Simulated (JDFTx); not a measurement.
```
Ba Ti O
1.0
     4.08457    0.00000    0.00000
     0.00000    4.08457    0.00000
     0.00000    0.00000    4.08457
Ba Ti O
1 1 3
Direct
  0.50000 0.50000 0.50000
  0.00000 0.00000 0.00000
  0.00000 0.00000 0.50000
  0.00000 0.50000 0.00000
  0.50000 0.00000 0.00000
```

Space group Pm-3m; computed pressure about −12 GPa in this cell.

Computed with JDFTx 1.7.0 (patched build), Kohn-Sham DFT of a periodic cell, PBEsol, PseudoDojo-SR-PBEsol-0.4.1-standard.

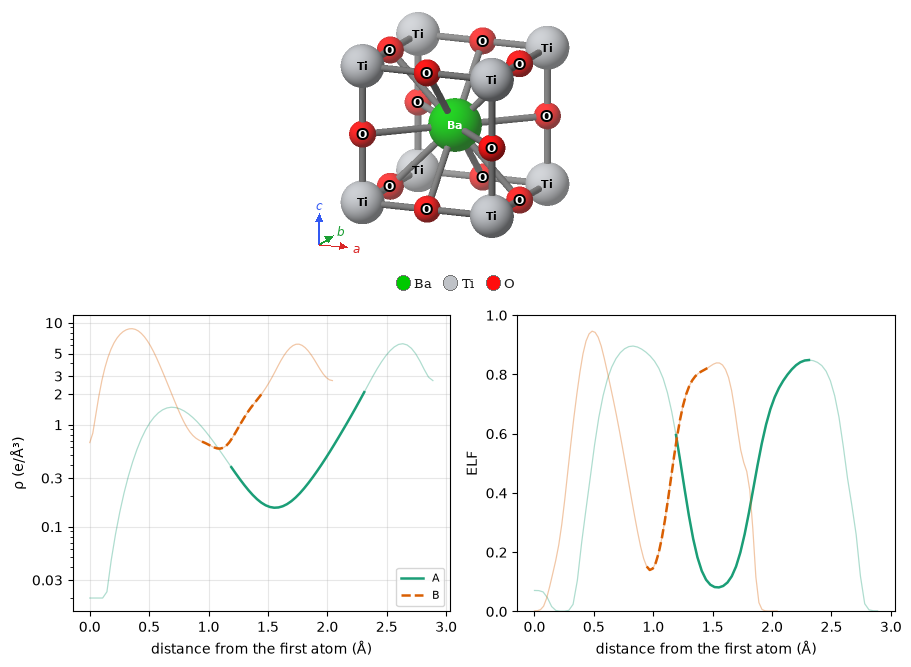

BaTiO3. Valence charge density (pseudo) and ELF along straight lines between neighbouring atoms. Thin, pale parts lie inside the atomic spheres. The structure is drawn too.

Core electrons are replaced by pseudopotentials, and the valence fields are smoothed inside the atomic spheres.

Which curve belongs to which contact (Ba–O and Ti–O)? The first atom named is at distance zero.

Curve A: Ba–O (2.89 Å): the density is about 0.17 e/Å³ at the midpoint; the ELF is about 0.10 at the midpoint (a closed-shell, largely ionic contact). Curve B: Ti–O (2.04 Å): ρ at the midpoint is about 0.62 e/Å³; the ELF is about 0.15 at the midpoint: no localised pair shows between them.
